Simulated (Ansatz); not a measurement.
**Run report: Sc3Al, geometry relaxation (part 2 of 3)**

The same run, continued: Sc3Al (P6₃/mmc, 8 atoms in the cell); DFT r2SCAN, scalar-relativistic, plane waves, PAW, spin-polarised (Ansatz 0.2.0); cutoff 500 eV, 6×6×8 k-mesh, Gaussian smearing of 0.1 eV, collinear spins. The structure derives from a Materials Project entry.

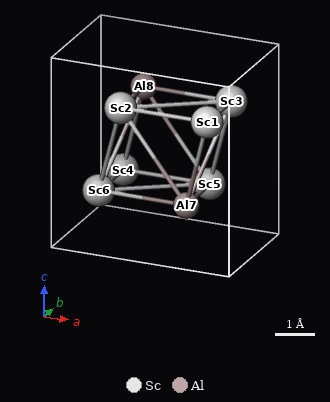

The geometry at step 2 of the log (ball-and-stick view of the cell of the calculation, seen slightly off an axis; atoms are numbered from 1 in the order of the input).

**The program's output, continued**
```
SCF iter   1: F=—  HF=-13926.859430 eV  |F-HF|=—  |Δ(HF+E_count)|=         —  Δρ=1.25e-4 (↑1.25e-4 ↓9.88e-5)  dr2=1.50e-4  dr2_τ=8.81e-7  dr2_m=8.64e-7  M=3.235 μB ∫|m|=3.545 μB  β_m=1.00  ethr=2.86e-7  ⟨swp⟩=3.5  Hψ=20775  notcnv=0
preconditioner: auto → Kerker (q_TF=auto, 1.868 Å⁻¹)  [metal: Δε(μ)=0.010 eV  Ē_g=3.272 eV  σ=0.100 eV  W_gap=0.05  n_scr=20 (ndim 8)  ℏωp=13.8 eV  f_vac=0.000  D(μ)=7.55/eV (n_scr^D=70)]
spin=Collinear: Kerker preconditioning applied to the charge; magnetization (m = ρ↑ − ρ↓) channel mixes plain (no charge-response kernel on spin).
SCF iter   2: F=—  HF=-13926.859884 eV  |F-HF|=—  |Δ(HF+E_count)|=   4.54e-4  Δρ=6.35e-5 (↑6.35e-5 ↓3.09e-5)  dr2=1.75e-5  dr2_τ=9.47e-7  dr2_m=8.25e-7  M=3.233 μB ∫|m|=3.544 μB  β_m=1.00  ethr=2.08e-7  ⟨swp⟩=2.9  Hψ=4401  notcnv=0  κ⁻¹=1.0e0(r=1)
SCF iter   3: F=—  HF=-13926.859902 eV  |F-HF|=—  |Δ(HF+E_count)|=   1.84e-5  Δρ=3.50e-5 (↑3.50e-5 ↓2.85e-5)  dr2=9.53e-6  dr2_τ=6.76e-8  dr2_m=9.86e-8  M=3.232 μB ∫|m|=3.543 μB  β_m=1.00  ethr=2.44e-8  ⟨swp⟩=1.7  Hψ=3484  notcnv=0  κ⁻¹=3.3e-3(r=2)
SCF iter   4: F=—  HF=-13926.859912 eV  |F-HF|=—  |Δ(HF+E_count)|=   9.85e-6  Δρ=2.40e-5 (↑2.40e-5 ↓2.03e-5)  dr2=5.09e-6  dr2_τ=2.96e-8  dr2_m=3.32e-8  M=3.231 μB ∫|m|=3.542 μB  β_m=1.00  ethr=1.32e-8  ⟨swp⟩=1.5  Hψ=3255  notcnv=0  κ⁻¹=1.3e-4(r=3)
SCF iter   5: F=—  HF=-13926.859919 eV  |F-HF|=—  |Δ(HF+E_count)|=   7.04e-6  Δρ=1.41e-5 (↑1.41e-5 ↓1.18e-5)  dr2=1.96e-6  dr2_τ=9.04e-9  dr2_m=8.78e-9  M=3.231 μB ∫|m|=3.541 μB  β_m=1.00  ethr=7.07e-9  ⟨swp⟩=2.0  Hψ=3710  notcnv=0  κ⁻¹=6.1e-6(r=4)
SCF iter   6: F=—  HF=-13926.859921 eV  |F-HF|=—  |Δ(HF+E_count)|=   1.63e-6  Δρ=1.16e-5 (↑1.16e-5 ↓9.13e-6)  dr2=1.24e-6  dr2_τ=5.71e-9  dr2_m=7.36e-9  M=3.231 μB ∫|m|=3.541 μB  β_m=1.00  ethr=2.72e-9  ⟨swp⟩=1.0  Hψ=3150  notcnv=0  κ⁻¹=7.7e-7(r=5)
SCF iter   7: F=—  HF=-13926.859923 eV  |F-HF|=—  |Δ(HF+E_count)|=   2.01e-6  Δρ=5.66e-6 (↑5.66e-6 ↓4.38e-6)  dr2=2.99e-7  dr2_τ=1.21e-9  dr2_m=1.81e-9  M=3.231 μB ∫|m|=3.541 μB  β_m=1.00  ethr=1.73e-9  ⟨swp⟩=2.0  Hψ=3916  notcnv=0  κ⁻¹=4.0e-7(r=6)
SCF iter   8: F=—  HF=-13926.859923 eV  |F-HF|=—  |Δ(HF+E_count)|=   4.39e-7  Δρ=2.83e-6 (↑2.83e-6 ↓2.30e-6)  dr2=7.42e-8  dr2_τ=3.28e-10  dr2_m=4.01e-10  M=3.231 μB ∫|m|=3.541 μB  β_m=1.00  ethr=4.15e-10  ⟨swp⟩=2.0  Hψ=3919  notcnv=0  κ⁻¹=2.4e-7(r=7)
SCF iter   9: F=—  HF=-13926.859923 eV  |F-HF|=—  |Δ(HF+E_count)|=   9.16e-8  Δρ=1.63e-6 (↑1.63e-6 ↓1.21e-6)  dr2=2.29e-8  dr2_τ=9.37e-11  dr2_m=1.43e-10  M=3.231 μB ∫|m|=3.541 μB  β_m=1.00  ethr=1.03e-10  ⟨swp⟩=2.0  Hψ=3818  notcnv=0  κ⁻¹=7.7e-8(r=8)
SCF iter  10: F=—  HF=-13926.859923 eV  |F-HF|=—  |Δ(HF+E_count)|=   2.99e-8  Δρ=8.05e-7 (↑8.05e-7 ↓6.64e-7)  dr2=5.97e-9  dr2_τ=2.62e-11  dr2_m=2.66e-11  M=3.231 μB ∫|m|=3.541 μB  β_m=1.00  ethr=3.17e-11  ⟨swp⟩=2.0  Hψ=3881  notcnv=0  κ⁻¹=3.5e-6(r=8)
SCF iter  11: F=—  HF=-13926.859923 eV  |F-HF|=—  |Δ(HF+E_count)|=   1.18e-8  Δρ=5.13e-8 (↑5.13e-8 ↓4.26e-8)  dr2=1.04e-11  dr2_τ=8.90e-14  dr2_m=8.93e-13  M=3.231 μB ∫|m|=3.541 μB  β_m=1.00  ethr=8.30e-12  ⟨swp⟩=2.0  Hψ=5180  notcnv=0  κ⁻¹=1.2e-6(r=8)
SCF iter  12: F=-13926.859923 eV  HF=-13926.859923 eV  |F-HF|=5.46e-12  |Δ(HF+E_count)|=  3.64e-11  Δρ=2.52e-8 (↑1.58e-8 ↓2.52e-8)  dr2=2.16e-12  dr2_τ=2.23e-14  dr2_m=2.97e-13  M=3.231 μB ∫|m|=3.541 μB  ethr=1.00e-12  ⟨swp⟩=2.8  Hψ=9240  notcnv=0
SCF 4 converged in 12 iterations: F = -13926.859923 eV  dr2 = 2.16e-12
relax step   4: F+E_penalty+E_count = -13926.85992329 eV  Δ(F+E_penalty+E_count) = +3.805e-4 eV  max|allowed force component| = 1.176e-4 eV/Å  Δτ_max = 0.0000 Å  P = -0.002 GPa  Ω = 174.494 Å³  stress off target by 4.23e-3 GPa  SCF on the basis re-selected at this cell (its energy is not comparable with the rows above)  (12 SCF iters)
```

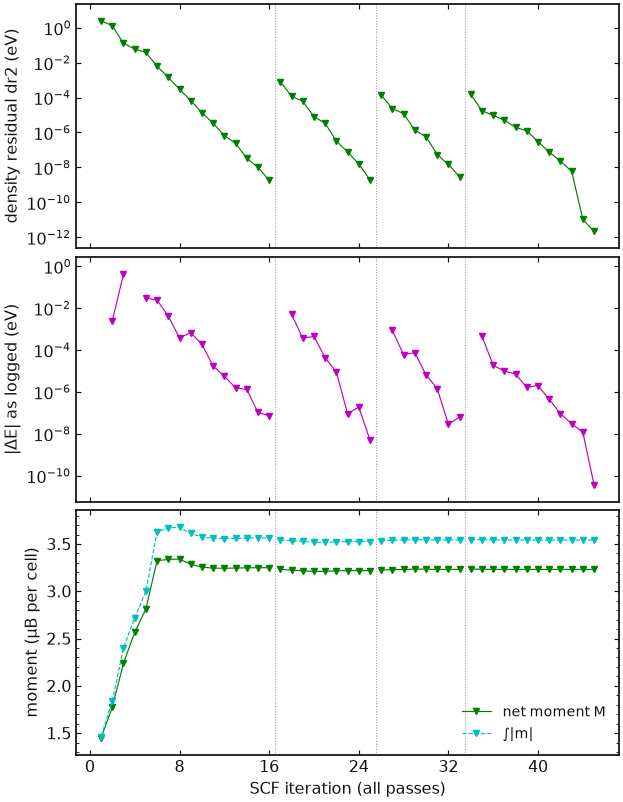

Convergence of the self-consistent field: density residual dr2, size of the energy change and magnetic moment against the SCF iteration. The dotted lines part the SCF passes of the relaxation: geometry steps, rejected trials and re-solves on a re-selected basis. The passes take 16, 9, 8 and 12 iterations. The net moment goes from 1.4 to 3.2 μB per cell.

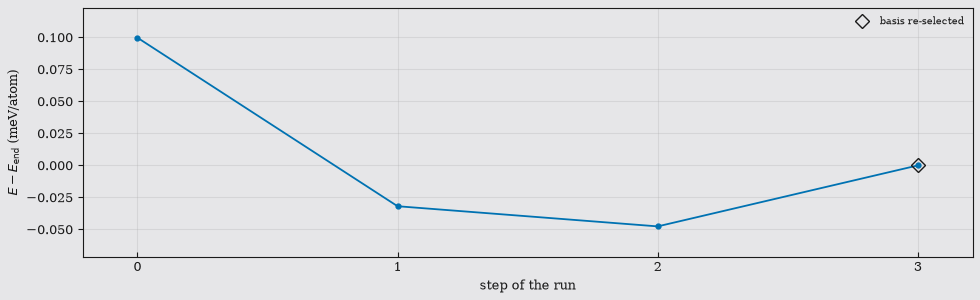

Progress of the relaxation, step by step (the first geometry is step 0 here and step 1 in the log). The atoms keep their places relative to the cell (all moves are under 0.005 Å). Cell: a = b 6.312 → 6.301 Å (−0.2 %), c 5.080 → 5.075 Å (−0.1 %). Volume −0.4 %. Among the contacts that change: Sc1–Sc2 3.070 → 3.063 Å, Sc1–Al8 3.156 → 3.151 Å, Sc1–Al7 3.097 → 3.093 Å. The space group stays P6_3/mmc (No. 194). After 2 geometry steps the energy has fallen by 0.1 meV per atom. Largest force component: 0.014 eV/Å at the start, 0.00012 eV/Å at the end. The pressure goes from −0.30 to 0.00 GPa. A last SCF at the same geometry on a re-selected plane-wave basis shifts the energy by +0.0 meV per atom. (Atoms are counted from 1 in the order of the input.)

```
basis re-selected at this cell: Δ(F+E_penalty+E_count) = +3.805e-4 eV, ΔP = -0.001 GPa vs the last step (what re-selecting the basis moved, of the pressure what is left beyond the Pulay correction that the steps carried, after the strain that the cell walked since its last selection, with what the two solves' SCF thresholds leave and, on support functions, any second-order correction that the steps lacked; it is no measure of the basis error at this ecutwfc). This SCF's stress stands 4.23e-3 GPa from its target on what of the cell is left free (relax.cell.stress_tol is 5.00e-2 GPa) and its largest allowed force component is 1.18e-4 eV/Å (relax.f_tol is 5.00e-3 eV/Å): within both
SCF converged after 12 iterations
Stability not checked: this state was not tested for a lower state beside it, because the mixer in use, unlike msr1, does not test its closes by its own steps (another_mixer; see scf.mixing.algorithm and scf.lower_state_search)
Magnetization: 3.2306 μB (37.6153 up, 34.3847 down)
Absolute magnetization: 3.5416 μB (∫|ρ↑−ρ↓|, with the PAW one-centre terms)
Spin contamination: 0.0872 ħ² per cell (⟨S²⟩ above its minimum at these occupations)
Per-site moments (μB) at R_I (Å): [(0.370899729596383, 1.2634305002929487), (0.3708997295963828, 1.2634305002929487), (0.3708997295963836, 1.263430500292949), (0.3708997295963833, 1.263430500292949), (0.370899729596383, 1.263430500292949), (0.37089972959638373, 1.263430500292949), (-0.06315251831429346, 1.2758073393511746), (-0.0631525183142936, 1.2758073393511749)]
Free energy (F): -13926.859923 eV
Harris-Foulkes:  -13926.859923 eV  (|F-HF|=5.46e-12)
Internal energy: -13926.822222 eV  (E = F + TS)
E sigma→0 (E₀):  -13926.841073 eV
Entropy (-TS):   -0.037701 eV (-4.713 meV/atom)
Fermi energy:    9.383468 eV
--- Per-component energies (eV) ---
  E_band       = -1045.501708
  E_kinetic    = 1611.477419
  E_local      = -5333.961114  (includes V_loc(G=0)·N_el)
  E_nonlocal   = 511.786537
  E_hartree    = 1878.283422
  E_xc         = -675.340782
  E_vxc        = -912.326907  (∫ρ·V_xc dr)
  E_paw        = -6731.289698  (= ΣΔE_a)
  E_vpaw       = -737.073238  (= ΣTr[D̂ρ^β])
  E_aug_tail   = 0.000028  (compensation charges beyond the density's cutoff)
  E_vtau       = 58.028811  (kinetic-family band-sum trace: ∫τ·v_τ [+ j·A + Jᵃ·Aᵃ] dr)
  E_ewald      = -5186.226867
  E_core_change = -1.551167  (= ΣΔE_core)
  E_smearing   = -0.037701  (= −TS)
  E_closure    = -0.000000  (closes the sum)
  Σ components = -13926.859923   (vs F -13926.859923, Δ=0.00e0)
--- Forces (eV/Å), atoms counted from 1 ---
  atom   1  Sc    -0.00010188     0.00005882     0.00000000
  atom   2  Sc     0.00010188     0.00005882     0.00000000
  atom   3  Sc     0.00000000    -0.00011764     0.00000000
  atom   4  Sc     0.00010188    -0.00005882     0.00000000
  atom   5  Sc    -0.00010188    -0.00005882     0.00000000
  atom   6  Sc     0.00000000     0.00011764     0.00000000
  atom   7  Al     0.00000000     0.00000000     0.00000000
  atom   8  Al     0.00000000    -0.00000000     0.00000000
  max |Σ_I F_I| component: 5.80e-18 eV/Å
--- Stress (GPa, compression-positive) ---
       -0.004233       0.000000       0.000000
        0.000000      -0.004233       0.000000
        0.000000       0.000000       0.003554
  P = ⅓ Tr σ = -0.0016 GPa (-0.016 kbar)
--- Band table (eV; the first three rows and the last of 70) ---
  k-point 0 ↑: bands = ["-42.3614", "-42.2971", "-42.2929", "-42.2929", "-42.2620", "-42.2620", "-20.2853", "-20.1875", "-20.1824", "-20.0745", "-20.0745", "-20.0508", "-20.0508", "-20.0289", "-20.0289", "-19.9100", "-19.8517", "-19.8517", "-19.8064", "-19.8026", "-19.8026", "-19.7864", "-19.7864", "-19.7759", "2.0434", "4.6426", "7.2622", "7.2622", "7.3282", "7.3282", "7.4566", "7.4589", "7.4672", "8.6770", "8.6770", "8.8616", "8.9743", "8.9762", "8.9762", "9.1242", "10.5526", "10.5526", "10.7430", "10.7430", "10.7958"]
  k-point 1 ↑: bands = ["-42.3589", "-42.2995", "-42.2917", "-42.2917", "-42.2632", "-42.2632", "-20.2835", "-20.2124", "-20.1473", "-20.1025", "-20.1025", "-20.0620", "-20.0620", "-19.9926", "-19.9926", "-19.9049", "-19.8503", "-19.8503", "-19.8192", "-19.8027", "-19.8027", "-19.7848", "-19.7848", "-19.7811", "2.1461", "4.6029", "6.9925", "7.2813", "7.3561", "7.3561", "7.3647", "7.3647", "7.7782", "8.7192", "8.7192", "8.8796", "8.8796", "8.9760", "8.9962", "9.2812", "10.5450", "10.5450", "10.6822", "10.6822", "10.8714"]
  k-point 2 ↑: bands = ["-42.3520", "-42.3065", "-42.2883", "-42.2883", "-42.2665", "-42.2665", "-20.2784", "-20.2324", "-20.1316", "-20.1316", "-20.0983", "-20.0887", "-20.0887", "-19.9399", "-19.9399", "-19.8905", "-19.8557", "-19.8486", "-19.8486", "-19.8024", "-19.8024", "-19.7957", "-19.7831", "-19.7831", "2.4453", "4.4364", "6.4918", "6.9102", "7.4735", "7.4735", "7.6193", "7.6193", "8.0754", "8.6428", "8.6428", "8.8180", "8.8180", "8.9710", "9.2461", "9.5618", "10.4531", "10.4531", "10.5306", "10.5306", "11.0943"]
  k-point 34 ↓: bands = ["-41.9671", "-41.9671", "-41.9537", "-41.9537", "-41.9370", "-41.9370", "-19.7836", "-19.7836", "-19.7418", "-19.7418", "-19.7071", "-19.7071", "-19.6309", "-19.6309", "-19.6302", "-19.6302", "-19.5556", "-19.5556", "-19.5052", "-19.5052", "-19.4848", "-19.4848", "-19.4404", "-19.4404", "4.1801", "4.1801", "6.2085", "6.2085", "6.8409", "6.8409", "8.4535", "8.4535", "8.7940", "8.7940", "9.9479", "9.9479", "10.3628", "10.3628", "10.3802", "10.3802", "10.8720", "10.8720", "11.1273", "11.1273", "11.2076"]
--- Relaxed structure (3 steps of the walk, 3 accepted, 1 SCFs on fresh bases) ---
  F+E_penalty+E_count = -13926.85992329 eV   max|allowed force component| = 1.176e-4 eV/Å   (the final SCF, on the basis selected at the relaxed cell)
  cell:  # Å, volume = 174.4937 Å³
    - [6.300988216093309, 0.0, 0.0]
    - [-3.1504941080466544, 5.456815864083198, 0.0]
    - [0.0, 0.0, 5.0749506276185405]
  atoms:
    - { symbol: Sc, position: [0.8286974314636955, 0.1713025685363044, 0.75] }
    - { symbol: Sc, position: [0.3426051370726088, 0.1713025685363044, 0.75] }
    - { symbol: Sc, position: [0.8286974314636957, 0.6573948629273914, 0.75] }
    - { symbol: Sc, position: [0.1713025685363044, 0.8286974314636956, 0.25] }
    - { symbol: Sc, position: [0.6573948629273912, 0.8286974314636956, 0.25] }
    - { symbol: Sc, position: [0.1713025685363044, 0.3426051370726088, 0.25] }
    - { symbol: Al, position: [0.6666666666666666, 0.3333333333333333, 0.25] }
    - { symbol: Al, position: [0.3333333333333333, 0.6666666666666666, 0.75] }
--- Löwdin populations: 8 sites ---
  site symbol       q [e]    m [muB]
     0     Sc     10.5424     0.5303
     1     Sc     10.5424     0.5303
     2     Sc     10.5424     0.5303
     3     Sc     10.5424     0.5303
     4     Sc     10.5424     0.5303
     5     Sc     10.5424     0.5303
     6     Al      4.0538    -0.1029
     7     Al      4.0538    -0.1029
  spilling = 0.008857 (of n_electrons = 72.000000)
```

**File populations.tsv**
```
# site	symbol	l	j	q_up	q_dn
# orbitals = lowdin
# n_electrons = 72.000000
# spilling = 0.008857
0	Sc	0_3S	-	0.976514	0.976568
0	Sc	0_4S	-	0.374389	0.325253
0	Sc	1_3P	-	2.994164	2.992023
0	Sc	2_3D	-	1.191326	0.712200
1	Sc	0_3S	-	0.976514	0.976568
1	Sc	0_4S	-	0.374389	0.325253
1	Sc	1_3P	-	2.994164	2.992023
1	Sc	2_3D	-	1.191326	0.712200
2	Sc	0_3S	-	0.976514	0.976568
2	Sc	0_4S	-	0.374389	0.325253
2	Sc	1_3P	-	2.994164	2.992023
2	Sc	2_3D	-	1.191326	0.712200
3	Sc	0_3S	-	0.976514	0.976568
3	Sc	0_4S	-	0.374389	0.325253
3	Sc	1_3P	-	2.994164	2.992023
3	Sc	2_3D	-	1.191326	0.712200
4	Sc	0_3S	-	0.976514	0.976568
4	Sc	0_4S	-	0.374389	0.325253
4	Sc	1_3P	-	2.994164	2.992023
4	Sc	2_3D	-	1.191326	0.712200
5	Sc	0_3S	-	0.976514	0.976568
5	Sc	0_4S	-	0.374389	0.325253
5	Sc	1_3P	-	2.994164	2.992023
5	Sc	2_3D	-	1.191326	0.712200
6	Al	0_3S	-	0.552941	0.576601
6	Al	1_3P	-	1.422541	1.501751
7	Al	0_3S	-	0.552941	0.576601
7	Al	1_3P	-	1.422541	1.501751
```

**Trajectory as extended XYZ (Å, eV, eV/Å), 4 frames, from step=1 to step=4**
```
8
Lattice="6.3120 0.0000 0.0000 -3.1560 5.4664 0.0000 0.0000 0.0000 5.0797" Properties=species:S:1:pos:R:3:forces:R:3 step=1 energy=-13926.85913 pressure_GPa=-0.30
Sc    4.6911    0.9358    3.8098   -0.0124   0.0072   0.0000
Sc    1.6209    0.9358    3.8098    0.0124   0.0072   0.0000
Sc    3.1560    3.5947    3.8098    0.0000  -0.0144   0.0000
Sc   -1.5351    4.5305    1.2699    0.0124  -0.0072   0.0000
Sc    1.5351    4.5305    1.2699   -0.0124  -0.0072   0.0000
Sc    0.0000    1.8716    1.2699    0.0000   0.0144   0.0000
Al    3.1560    1.8221    1.2699    0.0000   0.0000   0.0000
Al    0.0000    3.6442    3.8098    0.0000   0.0000   0.0000
8
Lattice="6.2939 0.0000 0.0000 -3.1469 5.4507 0.0000 0.0000 0.0000 5.0708" Properties=species:S:1:pos:R:3:forces:R:3 step=2 energy=-13926.86018 pressure_GPa=0.21
Sc    4.6759    0.9342    3.8031    0.0095  -0.0055   0.0000
Sc    1.6180    0.9342    3.8031   -0.0095  -0.0055   0.0000
Sc    3.1469    3.5823    3.8031    0.0000   0.0110   0.0000
Sc   -1.5289    4.5165    1.2677   -0.0095   0.0055   0.0000
Sc    1.5289    4.5165    1.2677    0.0095   0.0055   0.0000
Sc    0.0000    1.8684    1.2677    0.0000  -0.0110   0.0000
Al    3.1469    1.8169    1.2677    0.0000   0.0000   0.0000
Al    0.0000    3.6338    3.8031    0.0000   0.0000   0.0000
8
Lattice="6.3010 0.0000 0.0000 -3.1505 5.4568 0.0000 0.0000 0.0000 5.0750" Properties=species:S:1:pos:R:3:forces:R:3 step=3 energy=-13926.86030 pressure_GPa=-0.00
Sc    4.6819    0.9348    3.8062   -0.0001   0.0001   0.0000
Sc    1.6191    0.9348    3.8062    0.0001   0.0001   0.0000
Sc    3.1505    3.5873    3.8062    0.0000  -0.0001   0.0000
Sc   -1.5314    4.5220    1.2687    0.0001  -0.0001   0.0000
Sc    1.5314    4.5220    1.2687   -0.0001  -0.0001   0.0000
Sc    0.0000    1.8695    1.2687    0.0000   0.0001   0.0000
Al    3.1505    1.8189    1.2687    0.0000   0.0000   0.0000
Al    0.0000    3.6379    3.8062    0.0000   0.0000   0.0000
8
Lattice="6.3010 0.0000 0.0000 -3.1505 5.4568 0.0000 0.0000 0.0000 5.0750" Properties=species:S:1:pos:R:3:forces:R:3 step=4 energy=-13926.85992 pressure_GPa=-0.00
Sc    4.6819    0.9348    3.8062   -0.0001   0.0001   0.0000
Sc    1.6191    0.9348    3.8062    0.0001   0.0001   0.0000
Sc    3.1505    3.5873    3.8062    0.0000  -0.0001   0.0000
Sc   -1.5314    4.5220    1.2687    0.0001  -0.0001   0.0000
Sc    1.5314    4.5220    1.2687   -0.0001  -0.0001   0.0000
Sc    0.0000    1.8695    1.2687    0.0000   0.0001   0.0000
Al    3.1505    1.8189    1.2687    0.0000   0.0000   0.0000
Al    0.0000    3.6379    3.8062    0.0000   0.0000   0.0000
```

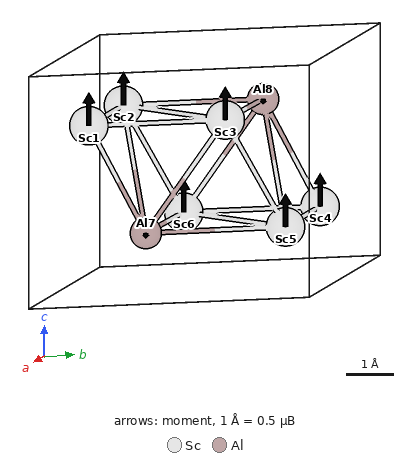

Magnetic moments of the sites as black arrows (ball-and-stick view of the cell of the calculation, seen slightly off an axis; atoms are numbered from 1 in the order of the input); small moments hardly show. The run is collinear, so the axis drawn is arbitrary. Site moments: all 6 Sc atoms (0.37 μB); Al7, Al8 (−0.06 μB). They are counted near the atoms and needn't add up to the moment of the cell.

This output came from the following input.

**The input**
```yaml
crystal:
  lattice:
    - [6.3120115522, 0.0, 0.0]
    - [-3.1560057761, 5.4663623532, 0.0]
    - [0.0, 0.0, 5.07970298]
  atoms:
    - { symbol: Sc, position: [0.82880302, 0.17119698, 0.75], spin: 0.3 }
    - { symbol: Sc, position: [0.34239396, 0.17119698, 0.75], spin: 0.3 }
    - { symbol: Sc, position: [0.82880302, 0.65760604, 0.75], spin: 0.3 }
    - { symbol: Sc, position: [0.17119698, 0.82880302, 0.25], spin: 0.3 }
    - { symbol: Sc, position: [0.65760604, 0.82880302, 0.25], spin: 0.3 }
    - { symbol: Sc, position: [0.17119698, 0.34239396, 0.25], spin: 0.3 }
    - { symbol: Al, position: [0.66666667, 0.33333333, 0.25] }
    - { symbol: Al, position: [0.33333333, 0.66666667, 0.75] }
basis:
  ecutwfc: 500
kpoints:
  mp_grid: { grid: [6, 6, 8] }
hamiltonian:
  xc: r2scan
scf:
  occupations: { method: gaussian, width: 0.1 }
output:
  forces: true
  stress: true
  eigenvalues: true
  populations: true
magnetization:
  spin_polarized: true
relax:
  adjacent_minimum: "off"
  f_tol: 0.005
  max_steps: 80
  cell: { stress_tol: 0.05 }
```
